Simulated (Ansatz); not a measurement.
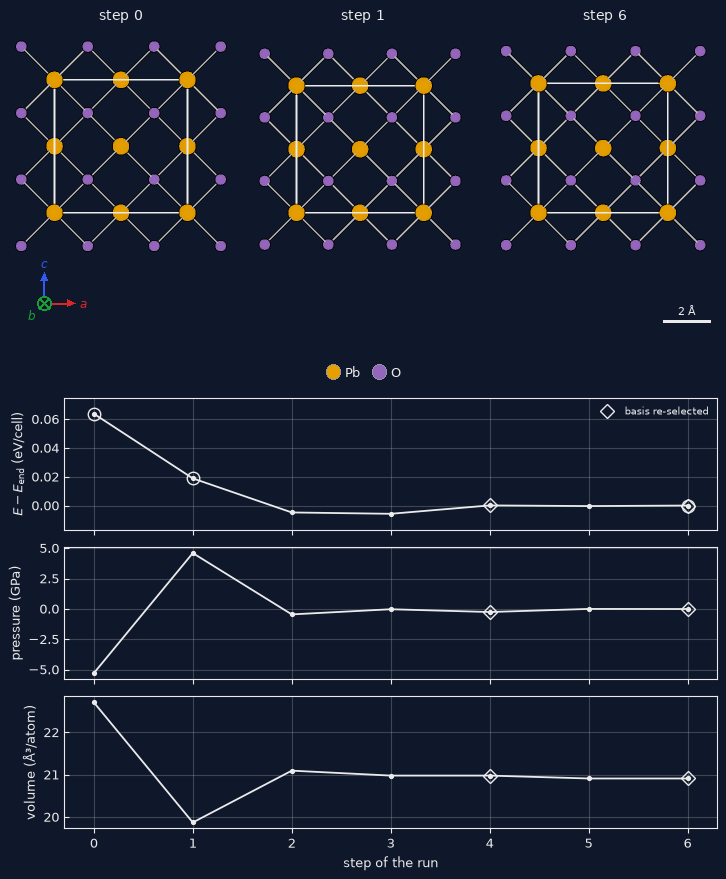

Frames of a relaxation of solid PbO (built on the zincblende type), marked on the history of the run. The picture is a ball-and-stick view of the conventional cell (4 times the calculation's cell), seen along the b axis. Lengths and directions refer to the drawn axes.

The calculation used DFT, LDA, plane waves, PAW in Ansatz.

Input
```yaml
crystal:
  lattice:
    - [0.0, 2.8317425422, 2.8317425422]
    - [2.8317425422, 0.0, 2.8317425422]
    - [2.8317425422, 2.8317425422, 0.0]
  atoms:
    - { symbol: Pb, position: [0.0, 0.0, 0.0] }
    - { symbol: O, position: [0.25, 0.25, 0.25] }
kpoints:
  mp_grid: { grid: [8, 8, 8] }
hamiltonian:
  xc: lda
scf:
  occupations: { method: fermi_dirac, width: 0.02 }
relax:
  f_tol: 0.005
  cell: {}
```

Command:
```bash
ansatz run input.yaml --threads 2 --pin off --max-ram 2211MiB --backend cpu --events-out ev --progress --plain --runs-dir out
```

**What happens along the run?**

No atom moves by more than 0.005 Å relative to the cell. The drawn cell changes as follows: a = b = c 5.663 → 5.510 Å (−2.7 %); the volume changes by −7.9 %. Among the contacts that change: Pb1–O2 2.452 → 2.386 Å. The space group stays F-43m (No. 216). Over 4 accepted moves (6 points after the start) the energy falls by 63.7 meV per cell of the calculation. All forces vanish by symmetry, so only the cell relaxes. Pressure: −5.29 GPa at the start and −0.01 GPa at the end. At 2 points the geometry stayed and the basis and grid were re-selected for the new cell (energy shift of 5.8 meV per cell of the calculation at most each time). From step 0 to 1: volume −12.5 %, energy −44.9 meV per cell of the calculation. From step 1 to 6: volume +5.2 %, energy −18.9 meV per cell of the calculation.

```tsv
step	E − E(0), meV/atom	pressure, GPa	volume, Å³/atom	note
0	0.00	-5.29	22.707	
1	-22.44	4.59	19.870	
2	-34.27	-0.46	21.095	
3	-34.74	-0.03	20.978	
4	-31.83	-0.26	20.978	same geometry, new basis
5	-32.06	-0.01	20.909	
6	-31.87	-0.01	20.909	same geometry, new basis
```
